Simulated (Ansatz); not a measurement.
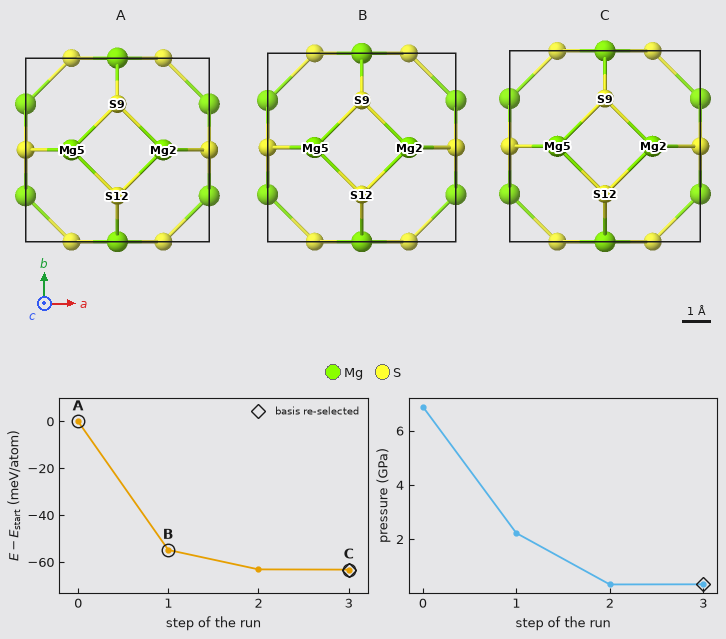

Frames of a relaxation of solid MgS (a generated structure, set up in Pm-3n) (coarse preliminary run), marked on the history of the run. The picture is a ball-and-stick view of the cell of the calculation, seen along the c axis.

Computed with Ansatz 0.2.0, DFT PBE, scalar-relativistic, plane waves, PAW.

Input
```yaml
crystal:
  lattice:
    - [6.70648356, 0.0, 0.0]
    - [0.0, 6.70648356, 0.0]
    - [0.0, 0.0, 6.70648356]
  atoms:
    - { symbol: Mg, position: [0.5, 0.0, 0.75] }
    - { symbol: Mg, position: [0.75, 0.5, 0.0] }
    - { symbol: Mg, position: [0.0, 0.75, 0.5] }
    - { symbol: Mg, position: [0.5, 0.0, 0.25] }
    - { symbol: Mg, position: [0.25, 0.5, 0.0] }
    - { symbol: Mg, position: [0.0, 0.25, 0.5] }
    - { symbol: S, position: [0.0, 0.5, 0.75] }
    - { symbol: S, position: [0.75, 0.0, 0.5] }
    - { symbol: S, position: [0.5, 0.75, 0.0] }
    - { symbol: S, position: [0.0, 0.5, 0.25] }
    - { symbol: S, position: [0.25, 0.0, 0.5] }
    - { symbol: S, position: [0.5, 0.25, 0.0] }
basis:
  ecutwfc: 420
kpoints:
  mp_grid: { grid: [4, 4, 4] }
hamiltonian:
  xc: pbe
scf:
  occupations: { method: gaussian, width: 0.1 }
  lower_state_search: "off"
output:
  forces: true
  stress: true
  eigenvalues: true
relax:
  adjacent_minimum: "off"
  f_tol: 0.04
  max_steps: 70
  cell: { stress_tol: 0.4 }
```

Command:
```bash
ansatz run input.yaml --threads 1 --pin off --max-ram 2560MiB --backend cpu --events-out ev --progress --plain --runs-dir out
```

What happens along the run?

Answer. The energy falls by 63.2 meV per atom in 2 accepted moves (3 points after the start). All forces vanish by symmetry, so only the cell relaxes. Pressure: 6.89 GPa at the start and 0.34 GPa at the end. The SCF was repeated once at an unchanged geometry on a basis and grid sized afresh for the cell, which shifted the energy by 0.1 meV per atom at most. No atom moves by more than 0.005 Å relative to the cell. Cell: a = b = c 6.706 → 6.968 Å (+3.9 %). Volume +12.1 %. Among the contacts that change: Mg1–S11 2.371 → 2.463 Å. The space group stays Pm-3n (No. 223). The run took 54 s on 1 thread of Arm Neoverse V1, on a shared host, peak memory 0.52 GiB. From step 0 to 1: volume +7.9 %, energy −54.8 meV per atom. From step 1 to 3: volume +3.9 %, energy −8.4 meV per atom.

| step | E − E(0), meV/atom | pressure, GPa | volume, Å³/atom | note |
| --- | --- | --- | --- | --- |
| 0 | 0.00 | 6.89 | 25.136 |  |
| 1 | -54.79 | 2.23 | 27.124 |  |
| 2 | -63.08 | 0.33 | 28.189 |  |
| 3 | -63.18 | 0.34 | 28.189 | same geometry, new basis |
